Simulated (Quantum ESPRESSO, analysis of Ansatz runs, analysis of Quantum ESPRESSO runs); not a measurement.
# Ga-H pair in Si: local vibrational mode against experiment (Quantum ESPRESSO), part 2 of 2

How near does this set-up come to the measured local vibrational mode? Subject: Ga-H pair in Si. Set-up: PBE, GBRV 1.5 PBE, 64-site cell, PBE lattice, k: the zone centre alone. The model is a cell of 64 host atoms with Ga put on another atom's site and H put in between. The frequencies come from force constants among the defect atom and its neighbours, with the masses of the isotopes named. A local or semilocal functional is the cheapest first rung.

Quantum ESPRESSO 7.5; PBE, GBRV 1.5 PBE, 64-site cell, PBE lattice, k: the zone centre alone.

So far: The structure; Relaxation, charge 0.

## Step 2: Relaxation, charge 0 (continued)

Level of this step: Quantum ESPRESSO plane-wave DFT, PBE, GBRV 1.5 PBE potentials; relaxation of all atoms of a defect supercell (Quantum ESPRESSO).

The steps of the relaxation:

| step | energy less that of the first step (eV) |
| --- | --- |
| 0 | 0.0000 |
| 1 | -0.2803 |
| 2 | -0.4747 |
| 3 | -0.5610 |
| 4 | -0.5817 |
| 5 | -0.5997 |
| 6 | -0.6054 |
| 7 | -0.6078 |
| 8 | -0.6098 |
| 9 | -0.6108 |
| 10 | -0.6116 |
| 11 | -0.6120 |
| 12 | -0.6124 |
| 13 | -0.6126 |
| 14 | -0.6128 |
| 15 | -0.6129 |
| 16 | -0.6130 |
| 17 | -0.6131 |

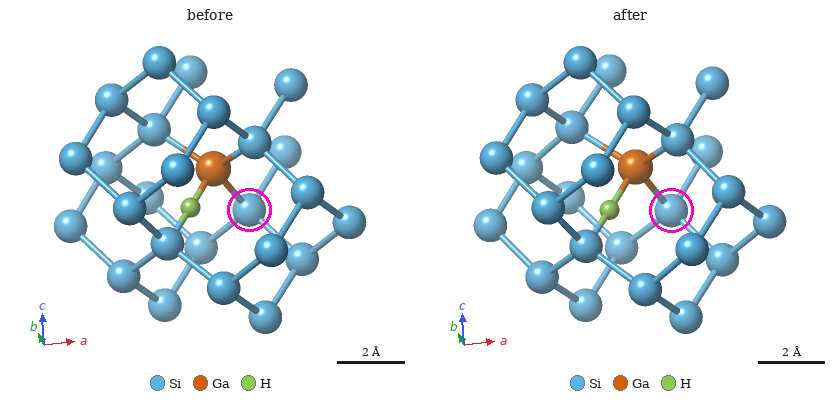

Before and after: the atoms that start within 5 Å of the centre. Si49, which moves most, is ringed if it is among them.

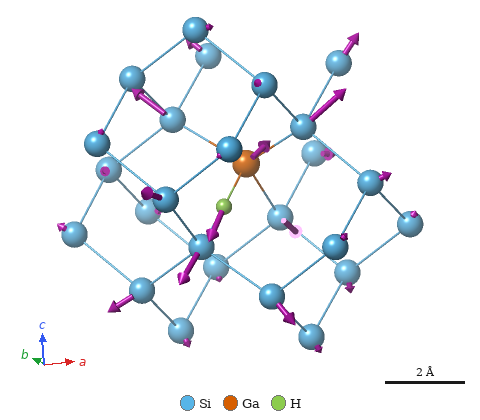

Displacements in the relaxation near the centre, exaggerated; the longest in the cell stands for 0.13 Å.

The atoms that moved most (Å):

| atom | dx | dy | dz | length |
| --- | --- | --- | --- | --- |
| Si49 | 0.066 | 0.096 | -0.056 | 0.129 |
| Si42 | 0.087 | -0.036 | 0.079 | 0.123 |
| Si4 | -0.070 | -0.072 | -0.065 | 0.119 |
| Si27 | -0.066 | 0.073 | 0.060 | 0.115 |
| H65 | -0.052 | -0.055 | -0.066 | 0.101 |
| Si5 | -0.064 | -0.056 | 0.029 | 0.090 |
| Ga8 | 0.060 | 0.042 | 0.034 | 0.080 |
| Si6 | -0.064 | 0.021 | -0.039 | 0.078 |

The atoms nearest to the centre after the run:

| atom | distance (Å) |
| --- | --- |
| H65 | 0.664 |
| Ga8 | 1.083 |
| Si4 | 2.164 |
| Si27 | 2.729 |
| Si42 | 2.729 |
| Si49 | 2.730 |
| Si5 | 3.502 |
| Si6 | 3.504 |
| Si7 | 3.509 |

Neighbours of the added atoms: H65: Si4 1.50, Ga8 1.75, Si7 3.02 Å.

## Step 3: Atom Si4 moved by 0.015 A along x

Force constants come from the forces after small displacements. One such run is shown.

This step: Quantum ESPRESSO plane-wave DFT, PBE, GBRV 1.5 PBE potentials; single point of a defect supercell.

File pw.in:

```
&CONTROL
  calculation = 'scf'
  prefix = 'pwscf'
  outdir = './tmp'
  pseudo_dir = './pseudo'
  tprnfor = .true.
  disk_io = 'low'
/
&SYSTEM
  ibrav = 0
  nat = 65
  ntyp = 3
  ecutwfc = 45
  ecutrho = 360
  nbnd = 140
  occupations = 'smearing'
  smearing = 'fd'
  degauss = 0.00073499
  nosym = .true.
/
&ELECTRONS
  conv_thr = 1d-10
  electron_maxstep = 100
  mixing_beta = 0.5
/
ATOMIC_SPECIES
Si    28.0850 si_pbe_v1.uspp.F.UPF
Ga    69.7230 ga_pbe_v1.4.uspp.F.UPF
H      1.0080 h_pbe_v1.4.uspp.F.UPF
CELL_PARAMETERS angstrom
  10.9364688678    0.0000000000    0.0000000000
   0.0000000000   10.9364688678    0.0000000000
   0.0000000000    0.0000000000   10.9364688678
ATOMIC_POSITIONS crystal
Si    -0.0021933360   -0.0020533670    0.2493343480
Si    -0.0021656591    0.2493172026   -0.0023784445
[... 1 atom line left out ...]
Si     0.2330379322    0.2314706609    0.2313087380
Si     0.1202518097    0.1204082714    0.3763750459
Si     0.1202991613    0.3764071643    0.1200578136
Si     0.3762692590    0.1199235704    0.1198123954
Ga     0.4028411201    0.4029018336    0.4029558131
[... 6 atom lines left out ...]
Si     0.3755556716    0.1240816712    0.6260838201
[... 11 atom lines left out ...]
Si     0.2448484795    0.5071090952    0.5070364698
[... 9 atom lines left out ...]
Si     0.6260637629    0.1239589229    0.3752603667
Si     0.6259847041    0.3755962904    0.1240738853
[... 3 atom lines left out ...]
Si     0.5072659798    0.2449917652    0.5070768342
[... 6 atom lines left out ...]
Si     0.5071758554    0.5073597569    0.2451592647
[... 15 atom lines left out ...]
H      0.3124248260    0.3099363623    0.3096344853
K_POINTS gamma
```

On the command line:

```
OMP_NUM_THREADS=1 pw.x -in pw.in > pw.out
```

Log:

```text
[banner, memory and clock lines left out]
          URL

     gamma-point specific algorithms are used

     G-vector sticks info

     bravais-lattice index     =            0
     lattice parameter (alat)  =      20.6669  a.u.
     unit-cell volume          =    8827.3016 (a.u.)^3
     number of atoms/cell      =           65
     number of atomic types    =            3
     number of electrons       =       272.00
     number of Kohn-Sham states=          140
     kinetic-energy cutoff     =      45.0000  Ry
     charge density cutoff     =     360.0000  Ry
     scf convergence threshold =      1.0E-10
     mixing beta               =       0.5000
     number of iterations used =            8  plain     mixing
     Exchange-correlation=  SLA  PW   PBX  PBC
                           (   1   4   3   4   0   0   0)

     celldm(1)=  20.666931  celldm(2)=   0.000000  celldm(3)=   0.000000
     celldm(4)=   0.000000  celldm(5)=   0.000000  celldm(6)=   0.000000

     crystal axes: (cart. coord. in units of alat)
               a(1) = (   1.000000   0.000000   0.000000 )
               a(2) = (   0.000000   1.000000   0.000000 )
               a(3) = (   0.000000   0.000000   1.000000 )

     reciprocal axes: (cart. coord. in units 2 pi/alat)
               b(1) = (  1.000000  0.000000  0.000000 )
               b(2) = (  0.000000  1.000000  0.000000 )
               b(3) = (  0.000000  0.000000  1.000000 )

     PseudoPot. # 1 for Si read from file:
     si_pbe_v1.uspp.F.UPF
     Pseudo is Ultrasoft + core correction, Zval =  4.0
     Generated by new atomic code, or converted to UPF format
     Using radial grid of  899 points,  6 beta functions with:
                l(1) =   0
                l(2) =   0
                l(3) =   1
                l(4) =   1
                l(5) =   2
                l(6) =   2
     Q(r) pseudized with  8 coefficients,  rinner =    0.900   0.900   0.900
                                                       0.900   0.900

     PseudoPot. # 2 for Ga read from file:
     ga_pbe_v1.4.uspp.F.UPF
     Pseudo is Ultrasoft + core correction, Zval = 19.0
     Generated by new atomic code, or converted to UPF format
     Using radial grid of  871 points,  6 beta functions with:
                l(1) =   0
                l(2) =   0
                l(3) =   1
                l(4) =   1
                l(5) =   2
                l(6) =   2
     Q(r) pseudized with  8 coefficients,  rinner =    1.250   1.250   1.250
                                                       1.250   1.250

     PseudoPot. # 3 for H  read from file:
     h_pbe_v1.4.uspp.F.UPF
     Pseudo is Ultrasoft, Zval =  1.0
     Generated by new atomic code, or converted to UPF format
     Using radial grid of  615 points,  2 beta functions with:
                l(1) =   0
                l(2) =   0
     Q(r) pseudized with  8 coefficients,  rinner =    0.700

     atomic species   valence    mass     pseudopotential
     Si                4.00    28.08500     Si( 1.00)
     Ga               19.00    69.72300     Ga( 1.00)
     H                 1.00     1.00800     H ( 1.00)

     No symmetry found

   Cartesian axes

     site n.     atom                  positions (alat units)
         1        Si     tau(   1) = (  -0.0021933  -0.0020534   0.2493343  )
         2        Si     tau(   2) = (  -0.0021657   0.2493172  -0.0023784  )
         3        Si     tau(   3) = (   0.2492640  -0.0024620  -0.0025607  )
         4        Si     tau(   4) = (   0.2330379   0.2314707   0.2313087  )
         5        Si     tau(   5) = (   0.1202518   0.1204083   0.3763750  )
         6        Si     tau(   6) = (   0.1202992   0.3764072   0.1200578  )
         7        Si     tau(   7) = (   0.3762693   0.1199236   0.1198124  )
         8        Ga     tau(   8) = (   0.4028411   0.4029018   0.4029558  )
         9        Si     tau(   9) = (  -0.0001419  -0.0001546   0.7492382  )
        10        Si     tau(  10) = (  -0.0004599   0.2508814   0.5000770  )
        11        Si     tau(  11) = (   0.2507955  -0.0003338   0.4999965  )
[...]
60        Si     tau(  60) = (   0.7500264   0.7500788   0.7499497  )
        61        Si     tau(  61) = (   0.6249648   0.6248961   0.8748074  )
        62        Si     tau(  62) = (   0.6249285   0.8751100   0.6249720  )
        63        Si     tau(  63) = (   0.8750429   0.6250341   0.6249070  )
        64        Si     tau(  64) = (   0.8750195   0.8750595   0.8749079  )
        65        H      tau(  65) = (   0.3124248   0.3099364   0.3096345  )

     number of k points=     1  Fermi-Dirac smearing, width (Ry)=  0.0007
                       cart. coord. in units 2pi/alat
        k(    1) = (   0.0000000   0.0000000   0.0000000), wk =   2.0000000

     Dense  grid:   509179 G-vectors     FFT dimensions: ( 125, 125, 125)

     Smooth grid:   180047 G-vectors     FFT dimensions: (  90,  90,  90)

     Initial potential from superposition of free atoms

     starting charge     270.9577, renormalised to     272.0000
     Starting wfcs are  265 randomized atomic wfcs

     Self-consistent Calculation

     iteration #  1     ecut=    45.00 Ry     beta= 0.50
     Davidson diagonalization with overlap
[...]
estimated scf accuracy    <       0.33582430 Ry

     iteration #  5     ecut=    45.00 Ry     beta= 0.50
     Davidson diagonalization with overlap
     ethr =  1.23E-04,  avg # of iterations =  2.0

     total energy              =   -1020.53610250 Ry
     estimated scf accuracy    <       0.05268972 Ry

     iteration #  6     ecut=    45.00 Ry     beta= 0.50
     Davidson diagonalization with overlap
     ethr =  1.94E-05,  avg # of iterations =  7.0

     total energy              =   -1020.54250787 Ry
     estimated scf accuracy    <       0.00995095 Ry

     iteration #  7     ecut=    45.00 Ry     beta= 0.50
     Davidson diagonalization with overlap
     c_bands:  1 eigenvalues not converged
     ethr =  3.66E-06,  avg # of iterations = 20.0

     total energy              =   -1020.54325604 Ry
     estimated scf accuracy    <       0.00247557 Ry

     iteration #  8     ecut=    45.00 Ry     beta= 0.50
     Davidson diagonalization with overlap
     ethr =  9.10E-07,  avg # of iterations =  5.0

     total energy              =   -1020.54389294 Ry
     estimated scf accuracy    <       0.00024567 Ry

     iteration #  9     ecut=    45.00 Ry     beta= 0.50
     Davidson diagonalization with overlap
     ethr =  9.03E-08,  avg # of iterations =  3.0

     total energy              =   -1020.54392028 Ry
     estimated scf accuracy    <       0.00017476 Ry

     iteration # 10     ecut=    45.00 Ry     beta= 0.50
     Davidson diagonalization with overlap
     ethr =  6.42E-08,  avg # of iterations =  4.0

     total energy              =   -1020.54393454 Ry
     estimated scf accuracy    <       0.00003441 Ry

[...]
total energy              =   -1020.54393967 Ry
[...]
total energy              =   -1020.54394150 Ry
[...]
total energy              =   -1020.54394171 Ry
[...]
iteration # 14     ecut=    45.00 Ry     beta= 0.50
     Davidson diagonalization with overlap
     ethr =  4.80E-11,  avg # of iterations =  3.0

     total energy              =   -1020.54394179 Ry
     estimated scf accuracy    <       0.00000006 Ry

     iteration # 15     ecut=    45.00 Ry     beta= 0.50
     Davidson diagonalization with overlap
     ethr =  2.18E-11,  avg # of iterations =  5.0

     total energy              =   -1020.54394180 Ry
     estimated scf accuracy    <          8.3E-09 Ry

     iteration # 16     ecut=    45.00 Ry     beta= 0.50
     Davidson diagonalization with overlap
     ethr =  3.06E-12,  avg # of iterations =  6.0

     total energy              =   -1020.54394180 Ry
     estimated scf accuracy    <          2.8E-09 Ry

     iteration # 17     ecut=    45.00 Ry     beta= 0.50
     Davidson diagonalization with overlap
     ethr =  1.02E-12,  avg # of iterations =  4.0

     total energy              =   -1020.54394180 Ry
     estimated scf accuracy    <          9.6E-10 Ry

     iteration # 18     ecut=    45.00 Ry     beta= 0.50
     Davidson diagonalization with overlap
     ethr =  3.53E-13,  avg # of iterations =  3.0

     End of self-consistent calculation

          k = 0.0000 0.0000 0.0000 ( 22513 PWs)   bands (ev):

   -87.9837 -87.8332 -87.8330  -8.4121  -8.2812  -8.2805  -8.2212  -8.2207
    -5.7628  -4.7784  -4.7176  -4.7165  -4.6864  -4.6862  -4.6129  -3.9035
    -3.7867  -3.7842  -3.7717  -3.7709  -3.7550  -3.7483  -3.7480  -3.7449
    -3.7129  -3.7128  -3.6231  -3.5039  -3.4652  -3.4647  -3.3527  -1.8496
    -1.6986  -1.6957  -1.6688  -1.6684  -1.6582  -1.6044  -1.5618  -1.5590
    -1.5451  -1.5429  -1.5421  -1.5151  -1.5142  -1.5075  -1.4543  -1.4540
    -1.2829  -0.8649  -0.8302  -0.7694  -0.7688   0.4758   0.5833   0.5938
     0.5995   0.6177   0.6204   0.6206   0.6291   0.6298   0.7176   0.7182
     0.7657   1.8217   2.2237   2.2245   2.2620   2.2682   2.2805   2.2813
     2.2818   2.3252   2.3264   2.3398   2.3401   2.3428   2.3557   2.3562
     2.3726   2.3743   2.3805   2.3824   2.4029   2.4041   2.4043   2.4975
     2.5358   2.5396   2.5540   2.5551   2.6720   2.7192   2.7201   3.1948
     3.2661   3.2680   3.2837   3.3402   3.3411   4.0850   4.1559   4.1613
     4.2088   4.2125   4.2133   4.2135   4.2146   4.2300   4.2306   4.3345
     4.3360   4.6462   4.7100   4.7128   4.7366   4.7565   4.7622   4.7628
     4.7738   4.7915   4.7952   4.8154   4.8163   4.8481   4.8632   4.8647
     4.8974   4.9016   4.9136   5.2555   5.2556   6.0453   6.1313   6.1337
     6.7218   6.7377   6.8418   6.8445

     the Fermi energy is     6.3877 ev

!    total energy              =   -1020.54394180 Ry
     estimated scf accuracy    <          6.7E-11 Ry
     smearing contrib. (-TS)   =      -0.00000000 Ry
     internal energy E=F+TS    =   -1020.54394180 Ry

     The total energy is F=E-TS. E is the sum of the following terms:
     one-electron contribution =    -381.04814437 Ry
     hartree contribution      =     310.77161065 Ry
     xc contribution           =    -320.71565994 Ry
     ewald contribution        =    -629.55174814 Ry

     convergence has been achieved in  18 iterations

     Forces acting on atoms (cartesian axes, Ry/au):

     atom    1 type  1   force =     0.00008861    0.00005030   -0.00017755
     atom    2 type  1   force =     0.00015400   -0.00008253    0.00019782
     atom    3 type  1   force =    -0.00054004    0.00007567    0.00011048
     atom    4 type  1   force =    -0.00936525   -0.00090581   -0.00084181
     atom    5 type  1   force =     0.00170514    0.00078646   -0.00153024
     atom    6 type  1   force =     0.00151933   -0.00156079    0.00081880
     atom    7 type  1   force =     0.00274660   -0.00155986   -0.00160639
     atom    8 type  2   force =     0.00037299    0.00037292    0.00028317
     atom    9 type  1   force =     0.00003690    0.00005378    0.00005755
     atom   10 type  1   force =     0.00000547    0.00015627   -0.00019613
[...]
atom   61 type  1   force =     0.00008116    0.00009299    0.00011576
     atom   62 type  1   force =     0.00003729   -0.00000199    0.00000338
     atom   63 type  1   force =     0.00007587    0.00008337   -0.00003271
     atom   64 type  1   force =     0.00007035    0.00023468    0.00008533
     atom   65 type  3   force =     0.00306452    0.00268434    0.00258899

     Total force =     0.011806     Total SCF correction =     0.000015
```

Wall time 6.8 min (1 thread of Arm Neoverse V1, shared host); peak memory 3.5 GiB.

## Step 4: Local vibrational modes

Analysis of the runs above: force constants by central differences of Quantum ESPRESSO plane-wave DFT, PBE, GBRV 1.5 PBE potentials forces among the atoms nearest to a defect, the others at rest.

The modes with the largest weight on the probed atoms (the light atom of a pair), for the masses of each isotope. Modes of the displaced atoms (local only where they lie over the host's phonons):

| isotopes | mode (cm⁻¹) | share of the defect atoms |
| --- | --- | --- |
| H | 2253 | 0.981 |
| H | 162.3 | 0.68 |
| H | 107.4 | 0.585 |
| D | 1609 | 0.962 |
| D | 113.4 | 0.569 |
| D | 84.5 | 0.786 |

## Step 5: Summary of results

| Property | Result |
| --- | --- |
| distance from the defect atom to its nearest neighbour | 1.500 Å |
| Si-H stretch, 1H | 2253 cm⁻¹ |

Si-H stretch, 1H: computed 2253 cm⁻¹, measured 2171 cm⁻¹; 82 cm⁻¹ (4 %) above the measurement. The computed value is harmonic, while the measured line is the anharmonic fundamental, which for X–H stretches usually lies a few per cent lower. Only the named neighbours move, so modes near the host's band are approximate. Limits: the zone centre alone is a coarse sampling for this cell.

[Logs are printed without paths, hosts, clocks, repeated set-up lines and the standing remarks that a program may print on its own settings, such as how far it seeks lower states.]

[Hosts, paths, dates, database ids (printed as entryN), source tags and the programs' standing remarks are cut or masked in the printed files.]

[For some hosts the program warned that the k-mesh of the response run may be too coarse for force constants and the static dielectric constant; such warnings are not shown here.]
